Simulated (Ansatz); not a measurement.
Take the following structure.

```
Si O
1.0
     8.19459    0.00000    0.00000
     0.00000    8.19459    0.00000
     0.00000    0.00000    5.25212
Si O
8 16
Direct
  0.68205 0.68205 0.50000
  0.18205 0.81795 0.00000
  0.31795 0.68205 0.50000
  0.81795 0.81795 0.00000
  0.18205 0.18205 0.00000
  0.68205 0.31795 0.50000
  0.81795 0.18205 0.00000
  0.31795 0.31795 0.50000
  0.75000 0.75000 0.75000
  0.25000 0.75000 0.25000
  0.25000 0.75000 0.75000
  0.75000 0.75000 0.25000
  0.73088 0.50000 0.50000
  0.00000 0.76912 0.00000
  0.00000 0.23088 0.00000
  0.26912 0.50000 0.50000
  0.25000 0.25000 0.25000
  0.75000 0.25000 0.75000
  0.75000 0.25000 0.25000
  0.25000 0.25000 0.75000
  0.23088 0.00000 0.00000
  0.50000 0.26912 0.50000
  0.50000 0.73088 0.50000
  0.76912 0.00000 0.00000
```

Before looking at a picture, describe the arrangement of atoms.

It has the composition SiO2. The atoms follow space group I4/mmm (No. 139); the Bravais lattice is body-centred tetragonal. It has 24 atoms to the cell (8 Si, 16 O). Si bonds to four O in a distorted tetrahedral arrangement at 1.53 to 1.54 Å. The O atoms are each bonded to two Si at 1.53 to 1.54 Å. The bonds build a three-dimensional framework.

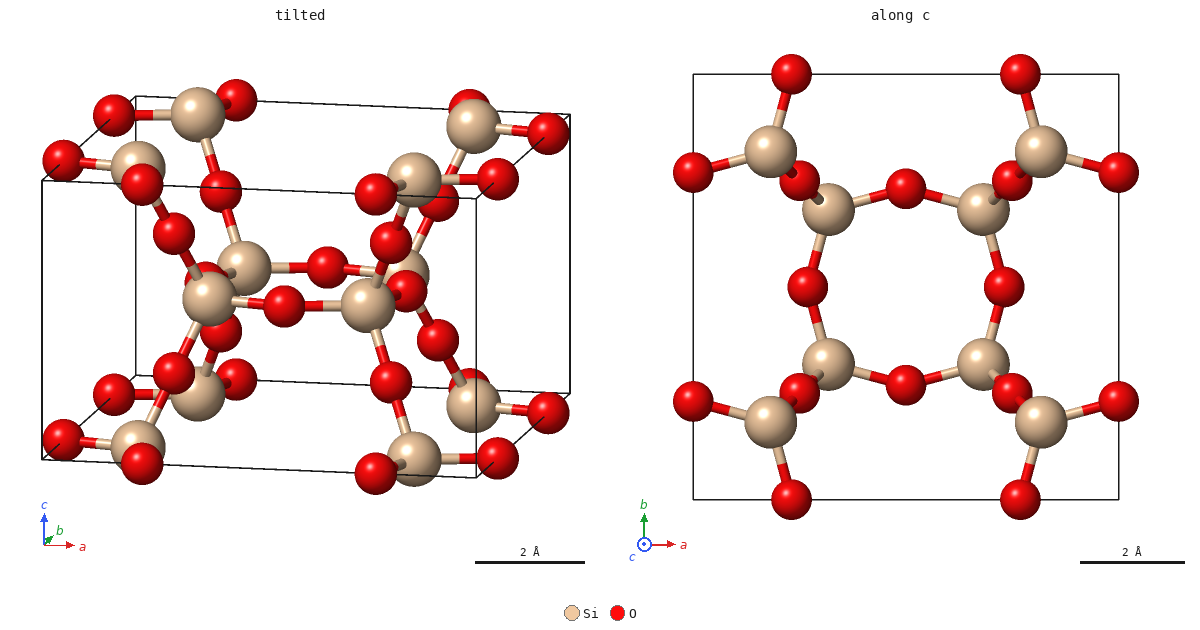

Shown here is a ball-and-stick view of the crystal, taken slightly off an axis and along the c axis. Atoms at the boundary of the conventional unit cell (the box) are drawn once for each face, edge or corner they touch. Colours: silicon light orange, oxygen red.

The cell started as a structure listed in the Materials Project. It was relaxed with DFT LDA, scalar-relativistic, plane waves, PAW (Ansatz) under a constraint or pressure on the cell, so some stress remains.

At this level of theory the run's own cell isn't at rest (compressed, at 25 GPa), so its distances can differ from those at equilibrium, the more so the softer the solid.
